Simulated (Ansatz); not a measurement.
**Run report: Zn$_{16}$HO$_{16}$, geometry relaxation (part 2 of 6)**

Zn$_{16}$HO$_{16}$ (slab, 33 atoms in the cell); DFT PBE+D3(BJ), scalar-relativistic, plane waves, PAW, spin-polarised (Ansatz 0.2.0); cutoff 420 eV, 6×6×1 k-mesh, Gaussian smearing of 0.05 eV, collinear spins. The structure derives from an entry of the Crystallography Open Database. The input holds or restrains some coordinates. Forces given for the steps count only the free coordinates.

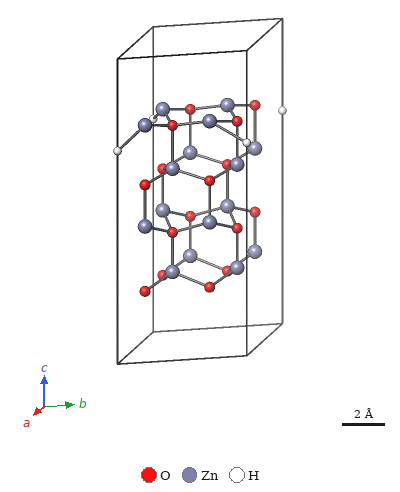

Figure 1. The geometry at step 1 of the log (ball-and-stick view of the cell of the calculation, with the vacuum cut short, seen slightly off an axis).

### The program's output, continued
```
SCF iter   1: F=—  HF=-62232.290498 eV  |F-HF|=—  |Δ(HF+E_count)|=         —  Δρ=4.76e-2 (↑4.76e-2 ↓4.64e-2)  dr2=1.35e2  dr2_m=3.90e-2  M=1.000 μB ∫|m|=1.007 μB  β_m=0.30  ethr=3.10e-3  p=0.000 e·Å  D=2.73e-7 V/Å  ΔV_dip=-0.00 eV  dr2_dipole=2.17e1  V_vac-E_F(+/−)=7.14/7.14 eV  ⟨swp⟩=6.9  Hψ=11028  notcnv=0  defer=123
efield: sawtooth ramp at fractional position 0.9107 (placed from the atoms, in the widest stretch of the axis that holds none; the zero of the levels goes with the place), width 0.1000; the density the first Hamiltonian is built on has a dipole p = 0.000 e·Å; the dipole correction subtracts the counter field D = 2.73e-7 V/Å, which shifts the + side's vacuum level by -0.00 eV against the − side's; the planar-averaged density in the ramp window peaks in size at 3.0e-6 e/Å³
preconditioner: auto → Resta (q_TF=auto, 2.215 Å⁻¹)  ε∞=3.7  [insulator: Δε(μ)=0.536 eV  Ē_g=12.062 eV  σ=0.050 eV  W_gap=1.00  n_scr=174 (ndim 8)  ℏωp=19.9 eV  f_vac=0.586  D(μ)=0.00/eV (n_scr^D=0)  ε∞_Penn≈3.7  vacuum switching on, ρ_ref=1.1e-2 e/Å³]
spin=Collinear: Resta preconditioning applied to the charge; magnetization (m = ρ↑ − ρ↓) channel mixes plain (no charge-response kernel on spin).
SCF iter   2: F=—  HF=-62206.970447 eV  |F-HF|=—  |Δ(HF+E_count)|=    2.53e1  Δρ=2.60e-2 (↑2.41e-2 ↓2.60e-2)  dr2=1.59e2  dr2_m=1.39e-1  M=0.064 μB ∫|m|=0.474 μB  β_m=0.30  ethr=3.10e-3  p=1.359 e·Å  D=2.43e-1 V/Å  ΔV_dip=-6.70 eV  dr2_dipole=7.01e1  V_vac-E_F(+/−)=1.77/8.47 eV  ⟨swp⟩=4.0  Hψ=5164  notcnv=0  defer=391  κ⁻¹=1.0e0(r=1)
preconditioner: auto → LDOS  [metal: Δε(μ)=0.047 eV  Ē_g=11.202 eV  σ=0.050 eV  W_gap=0.45  n_scr=174 (ndim 8)  ℏωp=19.9 eV  f_vac=0.589  D(μ)=14.08/eV (n_scr^D=66)]
spin=Collinear: LDOS preconditioning applied to the charge; magnetization (m = ρ↑ − ρ↓) channel mixes plain (no charge-response kernel on spin).
SCF iter   3: F=—  HF=-62205.678154 eV  |F-HF|=—  |Δ(HF+E_count)|=    1.29e0  Δρ=1.82e-2 (↑1.82e-2 ↓1.78e-2)  dr2=3.37e1  dr2_m=2.42e-2  M=0.763 μB ∫|m|=0.820 μB  β_m=0.30  ethr=3.10e-3  p=0.537 e·Å  D=9.62e-2 V/Å  ΔV_dip=-2.65 eV  dr2_dipole=1.14e1  V_vac-E_F(+/−)=5.36/8.01 eV  ⟨swp⟩=2.9  Hψ=4860  notcnv=0  defer=371  κ⁻¹=2.4e-2(r=2)
SCF iter   4: F=—  HF=-62201.742841 eV  |F-HF|=—  |Δ(HF+E_count)|=    3.94e0  Δρ=1.09e-2 (↑9.74e-3 ↓1.09e-2)  dr2=4.06e0  dr2_m=3.88e-2  M=0.266 μB ∫|m|=0.472 μB  β_m=0.30  ethr=3.10e-3  p=0.964 e·Å  D=1.73e-1 V/Å  ΔV_dip=-4.76 eV  dr2_dipole=8.33e-2  V_vac-E_F(+/−)=3.21/7.96 eV  ⟨swp⟩=2.0  Hψ=3646  notcnv=0  defer=386  κ⁻¹=9.6e-4(r=3)
SCF iter   5: F=—  HF=-62201.159778 eV  |F-HF|=—  |Δ(HF+E_count)|=   5.83e-1  Δρ=6.73e-3 (↑5.89e-3 ↓6.73e-3)  dr2=2.03e0  dr2_m=1.41e-2  M=0.483 μB ∫|m|=0.583 μB  β_m=0.30  ethr=1.41e-3  p=1.085 e·Å  D=1.94e-1 V/Å  ΔV_dip=-5.35 eV  dr2_dipole=2.24e-1  V_vac-E_F(+/−)=2.70/8.05 eV  ⟨swp⟩=2.4  Hψ=2968  notcnv=0  defer=376  κ⁻¹=6.0e-4(r=4)
SCF iter   6: F=—  HF=-62200.928706 eV  |F-HF|=—  |Δ(HF+E_count)|=   2.31e-1  Δρ=3.88e-3 (↑3.48e-3 ↓3.88e-3)  dr2=5.63e-1  dr2_m=6.83e-3  M=0.382 μB ∫|m|=0.520 μB  β_m=0.30  ethr=7.04e-4  p=1.117 e·Å  D=2.00e-1 V/Å  ΔV_dip=-5.51 eV  dr2_dipole=8.22e-2  V_vac-E_F(+/−)=2.48/7.99 eV  ⟨swp⟩=2.4  Hψ=2369  notcnv=0  defer=376  κ⁻¹=4.7e-5(r=5)
SCF iter   7: F=—  HF=-62200.913221 eV  |F-HF|=—  |Δ(HF+E_count)|=   1.55e-2  Δρ=2.57e-3 (↑2.57e-3 ↓2.55e-3)  dr2=2.68e-1  dr2_m=1.18e-2  M=0.171 μB ∫|m|=0.414 μB  β_m=0.30  ethr=1.95e-4  p=1.098 e·Å  D=1.97e-1 V/Å  ΔV_dip=-5.41 eV  dr2_dipole=8.37e-2  V_vac-E_F(+/−)=2.58/8.00 eV  ⟨swp⟩=2.5  Hψ=3777  notcnv=0  defer=368  κ⁻¹=8.6e-6(r=6)
SCF iter   8: F=—  HF=-62200.927492 eV  |F-HF|=—  |Δ(HF+E_count)|=   1.43e-2  Δρ=1.33e-3 (↑1.20e-3 ↓1.33e-3)  dr2=3.00e-1  dr2_m=3.62e-3  M=0.399 μB ∫|m|=0.506 μB  β_m=1.00  ethr=9.28e-5  p=1.147 e·Å  D=2.05e-1 V/Å  ΔV_dip=-5.66 eV  dr2_dipole=1.46e-1  V_vac-E_F(+/−)=2.38/8.03 eV  ⟨swp⟩=2.5  Hψ=3285  notcnv=0  defer=368  κ⁻¹=2.6e-6(r=7)
SCF iter   9: F=—  HF=-62200.936739 eV  |F-HF|=—  |Δ(HF+E_count)|=   9.25e-3  Δρ=1.03e-3 (↑1.03e-3 ↓7.83e-4)  dr2=6.47e-2  dr2_m=4.63e-3  M=0.197 μB ∫|m|=0.357 μB  β_m=0.30  ethr=9.28e-5  p=1.122 e·Å  D=2.01e-1 V/Å  ΔV_dip=-5.53 eV  dr2_dipole=3.25e-2  V_vac-E_F(+/−)=2.48/8.01 eV  ⟨swp⟩=2.0  Hψ=2979  notcnv=0  defer=368  κ⁻¹=2.5e-6(r=8)
SCF iter  10: F=—  HF=-62200.938194 eV  |F-HF|=—  |Δ(HF+E_count)|=   1.46e-3  Δρ=5.83e-4 (↑5.83e-4 ↓4.44e-4)  dr2=4.27e-3  dr2_m=2.13e-3  M=0.239 μB ∫|m|=0.369 μB  β_m=1.09  ethr=2.24e-5  p=1.136 e·Å  D=2.04e-1 V/Å  ΔV_dip=-5.60 eV  dr2_dipole=1.95e-3  V_vac-E_F(+/−)=2.42/8.02 eV  ⟨swp⟩=2.0  Hψ=3721  notcnv=0  defer=368
Mixer restart at iter 10: flushing history
spin-set hold released at iteration 10 (site moments contracting): the magnetisation degrees of freedom join the quasi-Newton model from the next iteration; the mixer history was flushed
SCF iter  11: F=—  HF=-62200.942746 eV  |F-HF|=—  |Δ(HF+E_count)|=   4.55e-3  Δρ=4.08e-4 (↑4.08e-4 ↓3.30e-4)  dr2=2.04e-2  dr2_m=7.50e-4  M=0.211 μB ∫|m|=0.318 μB  β_m=0.30  ethr=1.48e-6  p=1.138 e·Å  D=2.04e-1 V/Å  ΔV_dip=-5.61 eV  dr2_dipole=1.09e-2  V_vac-E_F(+/−)=2.41/8.02 eV  ⟨swp⟩=2.5  Hψ=4289  notcnv=0  defer=368
density mixer auto → msr1: a metal under ldos (density of states about μ 0.66 of a free-electron gas's, 174 screened modes)
SCF iter  12: F=—  HF=-62200.941919 eV  |F-HF|=—  |Δ(HF+E_count)|=   8.27e-4  Δρ=4.06e-4 (↑4.06e-4 ↓3.22e-4)  dr2=7.16e-3  dr2_m=9.93e-4  M=0.228 μB ∫|m|=0.338 μB  β_m=0.22  ethr=1.48e-6  p=1.139 e·Å  D=2.04e-1 V/Å  ΔV_dip=-5.62 eV  dr2_dipole=3.75e-3  V_vac-E_F(+/−)=2.41/8.03 eV  ⟨swp⟩=2.0  Hψ=3856  notcnv=0  defer=368
SCF iter  13: F=—  HF=-62200.943001 eV  |F-HF|=—  |Δ(HF+E_count)|=   1.08e-3  Δρ=2.61e-4 (↑2.51e-4 ↓2.61e-4)  dr2=1.99e-4  dr2_m=5.78e-4  M=0.247 μB ∫|m|=0.344 μB  β_m=0.28  ethr=1.48e-6  p=1.144 e·Å  D=2.05e-1 V/Å  ΔV_dip=-5.64 eV  dr2_dipole=4.82e-5  V_vac-E_F(+/−)=2.39/8.03 eV  ⟨swp⟩=2.0  Hψ=3939  notcnv=0  defer=368
SCF iter  14: F=—  HF=-62200.944432 eV  |F-HF|=—  |Δ(HF+E_count)|=   1.43e-3  Δρ=1.80e-4 (↑1.54e-4 ↓1.80e-4)  dr2=2.37e-4  dr2_m=2.37e-4  M=0.229 μB ∫|m|=0.314 μB  β_m=0.49  ethr=6.89e-8  p=1.146 e·Å  D=2.05e-1 V/Å  ΔV_dip=-5.65 eV  dr2_dipole=9.80e-5  V_vac-E_F(+/−)=2.38/8.03 eV  ⟨swp⟩=3.5  Hψ=5658  notcnv=0  defer=368
SCF iter  15: F=—  HF=-62200.945461 eV  |F-HF|=—  |Δ(HF+E_count)|=   1.03e-3  Δρ=8.11e-5 (↑4.87e-5 ↓8.11e-5)  dr2=6.56e-4  dr2_m=1.17e-5  M=0.201 μB ∫|m|=0.268 μB  β_m=0.60  ethr=6.89e-8  p=1.150 e·Å  D=2.06e-1 V/Å  ΔV_dip=-5.67 eV  dr2_dipole=2.59e-4  V_vac-E_F(+/−)=2.37/8.04 eV  ⟨swp⟩=3.6  Hψ=5995  notcnv=0  defer=368
SCF iter  16: F=—  HF=-62200.945536 eV  |F-HF|=—  |Δ(HF+E_count)|=   7.49e-5  Δρ=5.72e-5 (↑4.49e-5 ↓5.72e-5)  dr2=1.74e-4  dr2_m=4.75e-6  M=0.188 μB ∫|m|=0.254 μB  β_m=0.52  ethr=6.89e-8  p=1.150 e·Å  D=2.06e-1 V/Å  ΔV_dip=-5.67 eV  dr2_dipole=2.64e-5  V_vac-E_F(+/−)=2.37/8.04 eV  ⟨swp⟩=2.1  Hψ=4278  notcnv=0  defer=368
SCF iter  17: F=—  HF=-62200.945557 eV  |F-HF|=—  |Δ(HF+E_count)|=   2.14e-5  Δρ=2.46e-5 (↑2.46e-5 ↓2.19e-5)  dr2=3.56e-5  dr2_m=1.18e-6  M=0.171 μB ∫|m|=0.236 μB  β_m=0.53  ethr=6.02e-8  p=1.150 e·Å  D=2.06e-1 V/Å  ΔV_dip=-5.67 eV  dr2_dipole=9.21e-6  V_vac-E_F(+/−)=2.36/8.04 eV  ⟨swp⟩=2.9  Hψ=4147  notcnv=0  defer=368
SCF iter  18: F=—  HF=-62200.945559 eV  |F-HF|=—  |Δ(HF+E_count)|=   1.18e-6  Δρ=1.46e-5 (↑1.46e-5 ↓1.44e-5)  dr2=1.93e-5  dr2_m=9.35e-7  M=0.165 μB ∫|m|=0.232 μB  β_m=0.64  ethr=7.79e-9  p=1.151 e·Å  D=2.06e-1 V/Å  ΔV_dip=-5.67 eV  dr2_dipole=9.42e-6  V_vac-E_F(+/−)=2.36/8.04 eV  ⟨swp⟩=31.3  Hψ=33223  notcnv=0
SCF iter  19: F=—  HF=-62200.945560 eV  |F-HF|=—  |Δ(HF+E_count)|=   1.52e-6  Δρ=1.45e-5 (↑8.60e-6 ↓1.45e-5)  dr2=1.26e-5  dr2_m=7.49e-7  M=0.164 μB ∫|m|=0.233 μB  β_m=0.67  ethr=6.69e-9  p=1.151 e·Å  D=2.06e-1 V/Å  ΔV_dip=-5.67 eV  dr2_dipole=6.56e-6  V_vac-E_F(+/−)=2.36/8.04 eV  ⟨swp⟩=14.6  Hψ=22931  notcnv=0
SCF iter  20: F=—  HF=-62200.945562 eV  |F-HF|=—  |Δ(HF+E_count)|=   1.55e-6  Δρ=1.13e-5 (↑7.03e-6 ↓1.13e-5)  dr2=3.67e-6  dr2_m=6.83e-7  M=0.165 μB ∫|m|=0.238 μB  β_m=0.84  ethr=4.37e-9  p=1.151 e·Å  D=2.06e-1 V/Å  ΔV_dip=-5.67 eV  dr2_dipole=1.94e-6  V_vac-E_F(+/−)=2.36/8.04 eV  ⟨swp⟩=15.3  Hψ=23104  notcnv=0
SCF iter  21: F=—  HF=-62200.945563 eV  |F-HF|=—  |Δ(HF+E_count)|=   1.12e-6  Δρ=1.17e-5 (↑1.17e-5 ↓8.92e-6)  dr2=2.32e-6  dr2_m=7.80e-7  M=0.164 μB ∫|m|=0.244 μB  β_m=0.92  ethr=1.27e-9  p=1.151 e·Å  D=2.06e-1 V/Å  ΔV_dip=-5.67 eV  dr2_dipole=8.45e-7  V_vac-E_F(+/−)=2.36/8.04 eV  ⟨swp⟩=14.4  Hψ=22603  notcnv=0
SCF iter  22: F=—  HF=-62200.945564 eV  |F-HF|=—  |Δ(HF+E_count)|=   1.35e-6  Δρ=1.28e-5 (↑1.28e-5 ↓1.03e-5)  dr2=4.14e-6  dr2_m=8.97e-7  M=0.161 μB ∫|m|=0.249 μB  β_m=0.96  ethr=8.02e-10  p=1.151 e·Å  D=2.06e-1 V/Å  ΔV_dip=-5.67 eV  dr2_dipole=1.75e-6  V_vac-E_F(+/−)=2.36/8.04 eV  ⟨swp⟩=13.4  Hψ=22762  notcnv=0
SCF iter  23: F=-62200.945540 eV  HF=-62200.945567 eV  |F-HF|=2.64e-5  |Δ(HF+E_count)|=   2.79e-6  Δρ=1.76e-5 (↑1.76e-5 ↓8.97e-6)  dr2=1.80e-5  dr2_m=1.38e-6  M=0.153 μB ∫|m|=0.263 μB  β_m=0.98  ethr=8.02e-10  p=1.151 e·Å  D=2.06e-1 V/Å  ΔV_dip=-5.68 eV  dr2_dipole=9.40e-6  V_vac-E_F(+/−)=2.36/8.04 eV  ⟨swp⟩=14.7  Hψ=26448  notcnv=0  recentre
SCF iter  24: F=-62200.945568 eV  HF=-62200.945568 eV  |F-HF|=4.07e-7  |Δ(HF+E_count)|=   1.32e-6  Δρ=1.40e-5 (↑1.40e-5 ↓1.29e-5)  dr2=1.09e-6  dr2_m=1.44e-6  M=0.146 μB ∫|m|=0.258 μB  β_m=0.65  ethr=8.02e-10  p=1.151 e·Å  D=2.06e-1 V/Å  ΔV_dip=-5.68 eV  dr2_dipole=4.54e-8  V_vac-E_F(+/−)=2.36/8.04 eV  ⟨swp⟩=15.1  Hψ=26681  notcnv=0
SCF iter  25: F=-62200.945572 eV  HF=-62200.945575 eV  |F-HF|=2.23e-6  |Δ(HF+E_count)|=   6.54e-6  Δρ=1.80e-5 (↑1.37e-5 ↓1.80e-5)  dr2=2.89e-6  dr2_m=2.01e-6  M=0.131 μB ∫|m|=0.273 μB  β_m=0.85  ethr=3.79e-10  p=1.151 e·Å  D=2.06e-1 V/Å  ΔV_dip=-5.68 eV  dr2_dipole=3.26e-7  V_vac-E_F(+/−)=2.36/8.04 eV  ⟨swp⟩=13.9  Hψ=26910  notcnv=0
SCF iter  26: F=-62200.945570 eV  HF=-62200.945589 eV  |F-HF|=1.88e-5  |Δ(HF+E_count)|=   1.43e-5  Δρ=2.15e-5 (↑1.06e-5 ↓2.15e-5)  dr2=1.44e-5  dr2_m=2.01e-6  M=0.103 μB ∫|m|=0.303 μB  β_m=0.90  ethr=3.79e-10  p=1.151 e·Å  D=2.06e-1 V/Å  ΔV_dip=-5.68 eV  dr2_dipole=5.73e-6  V_vac-E_F(+/−)=2.36/8.04 eV  ⟨swp⟩=15.1  Hψ=28086  notcnv=0  recentre
SCF iter  27: F=-62200.945580 eV  HF=-62200.945589 eV  |F-HF|=8.88e-6  |Δ(HF+E_count)|=   1.39e-7  Δρ=1.79e-5 (↑1.18e-5 ↓1.79e-5)  dr2=7.04e-6  dr2_m=1.88e-6  M=0.104 μB ∫|m|=0.304 μB  β_m=1.00  ethr=3.79e-10  p=1.151 e·Å  D=2.06e-1 V/Å  ΔV_dip=-5.68 eV  dr2_dipole=3.07e-6  V_vac-E_F(+/−)=2.36/8.04 eV  ⟨swp⟩=12.7  Hψ=22113  notcnv=0
SCF iter  28: F=-62200.945410 eV  HF=-62200.945595 eV  |F-HF|=1.85e-4  |Δ(HF+E_count)|=   6.28e-6  Δρ=3.02e-5 (↑3.02e-5 ↓9.19e-6)  dr2=1.27e-4  dr2_m=1.53e-6  M=0.057 μB ∫|m|=0.359 μB  β_m=1.00  ethr=3.79e-10  p=1.151 e·Å  D=2.06e-1 V/Å  ΔV_dip=-5.68 eV  dr2_dipole=6.18e-5  V_vac-E_F(+/−)=2.36/8.04 eV  ⟨swp⟩=16.0  Hψ=29033  notcnv=0  recentre
SCF iter  29: F=-62200.945578 eV  HF=-62200.945593 eV  |F-HF|=1.49e-5  |Δ(HF+E_count)|=   2.24e-6  Δρ=2.25e-5 (↑1.63e-5 ↓2.25e-5)  dr2=1.24e-5  dr2_m=1.62e-6  M=0.100 μB ∫|m|=0.309 μB  β_m=1.00  ethr=3.79e-10  p=1.151 e·Å  D=2.06e-1 V/Å  ΔV_dip=-5.68 eV  dr2_dipole=2.70e-6  V_vac-E_F(+/−)=2.36/8.04 eV  ⟨swp⟩=11.7  Hψ=26307  notcnv=0
SCF iter  30: F=-62200.945559 eV  HF=-62200.945600 eV  |F-HF|=4.08e-5  |Δ(HF+E_count)|=   7.18e-6  Δρ=1.61e-5 (↑1.47e-5 ↓1.61e-5)  dr2=3.00e-5  dr2_m=1.09e-7  M=0.077 μB ∫|m|=0.341 μB  β_m=1.00  ethr=3.79e-10  p=1.151 e·Å  D=2.06e-1 V/Å  ΔV_dip=-5.68 eV  dr2_dipole=1.11e-5  V_vac-E_F(+/−)=2.36/8.04 eV  ⟨swp⟩=15.8  Hψ=28340  notcnv=0  recentre
SCF iter  31: F=-62200.945576 eV  HF=-62200.945602 eV  |F-HF|=2.60e-5  |Δ(HF+E_count)|=   2.21e-6  Δρ=2.80e-5 (↑2.80e-5 ↓2.49e-5)  dr2=2.64e-5  dr2_m=3.09e-7  M=0.086 μB ∫|m|=0.331 μB  β_m=0.71  ethr=3.79e-10  p=1.151 e·Å  D=2.06e-1 V/Å  ΔV_dip=-5.68 eV  dr2_dipole=1.64e-7  V_vac-E_F(+/−)=2.36/8.04 eV  ⟨swp⟩=3.3  Hψ=6090  notcnv=0
SCF iter  32: F=-62200.945594 eV  HF=-62200.945597 eV  |F-HF|=2.83e-6  |Δ(HF+E_count)|=   5.47e-6  Δρ=8.98e-6 (↑8.98e-6 ↓8.01e-6)  dr2=2.77e-6  dr2_m=4.06e-7  M=0.072 μB ∫|m|=0.351 μB  β_m=0.59  ethr=3.79e-10  p=1.151 e·Å  D=2.06e-1 V/Å  ΔV_dip=-5.68 eV  dr2_dipole=1.05e-6  V_vac-E_F(+/−)=2.36/8.04 eV  ⟨swp⟩=11.4  Hψ=24546  notcnv=0
SCF iter  33: F=-62200.945597 eV  HF=-62200.945598 eV  |F-HF|=2.75e-7  |Δ(HF+E_count)|=   7.37e-7  Δρ=4.88e-6 (↑3.92e-6 ↓4.88e-6)  dr2=6.53e-7  dr2_m=1.39e-7  M=0.076 μB ∫|m|=0.346 μB  β_m=0.80  ethr=3.79e-10  p=1.151 e·Å  D=2.06e-1 V/Å  ΔV_dip=-5.68 eV  dr2_dipole=3.19e-7  V_vac-E_F(+/−)=2.36/8.04 eV  ⟨swp⟩=13.1  Hψ=22656  notcnv=0
SCF iter  34: F=-62200.945598 eV  HF=-62200.945598 eV  |F-HF|=3.25e-9  |Δ(HF+E_count)|=   5.92e-7  Δρ=3.95e-6 (↑3.80e-6 ↓3.95e-6)  dr2=2.67e-7  dr2_m=9.54e-8  M=0.081 μB ∫|m|=0.338 μB  β_m=0.81  ethr=2.26e-10  p=1.151 e·Å  D=2.06e-1 V/Å  ΔV_dip=-5.68 eV  dr2_dipole=3.59e-8  V_vac-E_F(+/−)=2.36/8.04 eV  ⟨swp⟩=14.4  Hψ=23250  notcnv=0
SCF iter  35: F=-62200.945599 eV  HF=-62200.945599 eV  |F-HF|=1.48e-7  |Δ(HF+E_count)|=   3.98e-7  Δρ=2.91e-6 (↑2.91e-6 ↓2.72e-6)  dr2=1.58e-7  dr2_m=6.04e-8  M=0.081 μB ∫|m|=0.337 μB  ethr=9.24e-11  p=1.151 e·Å  D=2.06e-1 V/Å  ΔV_dip=-5.68 eV  dr2_dipole=5.35e-8  V_vac-E_F(+/−)=2.36/8.04 eV  ⟨swp⟩=13.5  Hψ=20812  notcnv=0
at 6 of the mixer's solves, the last at iteration 27, it left a direction of its history that read negative out of its fit and stepped the other way along it
SCF 1 converged in 35 iterations: F = -62200.945599 eV  dr2 = 1.58e-7
  greatest PAW one-centre occupation: 0.988 electrons in one spin orbital (limit 2), on the Zn atom at site 14 (counted from 0), in its partial waves of l = 2
relax step   1: F+E_penalty+E_count = -62200.94559861 eV  Δ(F+E_penalty+E_count) = +0.000e0 eV  max|allowed force component| = 1.348e0 eV/Å  Δτ_max = 0.0000 Å  (35 SCF iters, dr2 threshold 2.25e-5 eV, accepted)
Initial density: handed on by an earlier stage of this run
Starting moments: Σ|m| = 1 μB on 1 of 33 sites; this step starts from the density that it was given
Initial wavefunctions: those handed on with the density
iter 1 solved again at ethr=1.95e-4 eV; its pass at ethr=3.10e-3 eV (dr2=5.63e-1 eV) is discarded
```
